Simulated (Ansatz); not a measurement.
CoSn

The calculation's input:

```
crystal:
  lattice:
    - [4.3982199135, 0.0, 0.0]
    - [-2.1991099568, 3.8089701765, 0.0]
    - [0.0, 0.0, 5.0246972222]
  atoms:
    - { symbol: Co, position: [0.6666666667, 0.3333333333, 0.75] }
    - { symbol: Co, position: [0.3333333333, 0.6666666667, 0.25] }
    - { symbol: Sn, position: [0.6666666667, 0.3333333333, 0.25] }
    - { symbol: Sn, position: [0.3333333333, 0.6666666667, 0.75] }
basis:
  ecutwfc: 420
kpoints:
  mp_grid: { grid: [12, 12, 10] }
  band_path:
    path:
      - [[0.0, 0.0, 0.0], [0.5, 0.0, 0.0], [0.33333333, 0.33333333, 0.0], [0.0, 0.0, 0.0], [0.0, 0.0, 0.5], [0.5, 0.0, 0.5], [0.33333333, 0.33333333, 0.5], [0.0, 0.0, 0.5]]
      - [[0.5, 0.0, 0.5], [0.5, 0.0, 0.0]]
      - [[0.33333333, 0.33333333, 0.5], [0.33333333, 0.33333333, 0.0]]
    npoints: 14
hamiltonian:
  xc: pbe
scf:
  occupations: { method: gaussian, width: 0.1 }
  n_extra_bands: 10
output:
  forces: true
  stress: true
  eigenvalues: true
  populations: true
  dos: { projected: true, de: 0.02, nscf_kmesh: { grid: [15, 15, 12] } }
  bader: true
  write_density: true
  write_potential: true
  elf: true
  volumetric_format: npy
```

Launched as:

```sh
ansatz run input.yaml --threads 1 --pin off --max-ram 2560MiB --backend cpu --events-out ev --progress --plain --runs-dir out
```

Below, planes, directions and counts refer to the conventional cell (a = 4.40 Å, b = 4.40 Å, c = 5.02 Å, α = 90.00°, β = 90.00°, γ = 120.00°).

Space group P6₃/mmc; a structure generated by program, which may or may not match a known phase; computed without spin polarisation.

Computed with Ansatz, DFT PBE, scalar-relativistic, plane waves, PAW.

### What will maps of the valence pseudo-density and electron localisation function show?

Co–Sn (2.51 Å): ρ at the midpoint is about 0.41 e/Å³; the ELF is about 0.35 at the midpoint.
Bader's partition of the density gives Co −0.28 and Sn +0.28 e.

### Does the calculation give a band gap?

It is gapless in this calculation (a metal or semimetal).

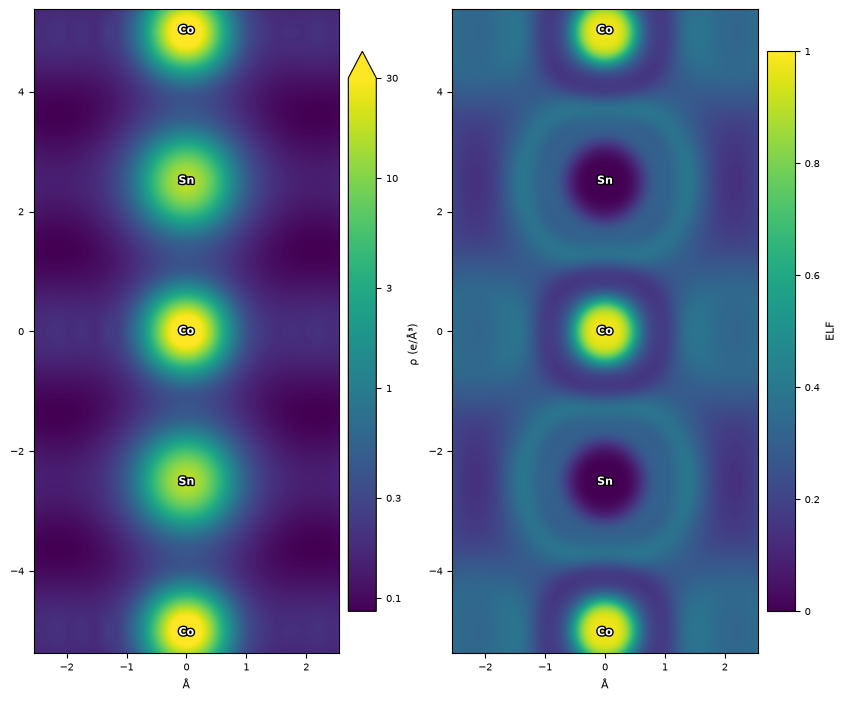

Computed valence pseudo-density and electron localisation function on the (010) plane of the conventional cell, in this order. 
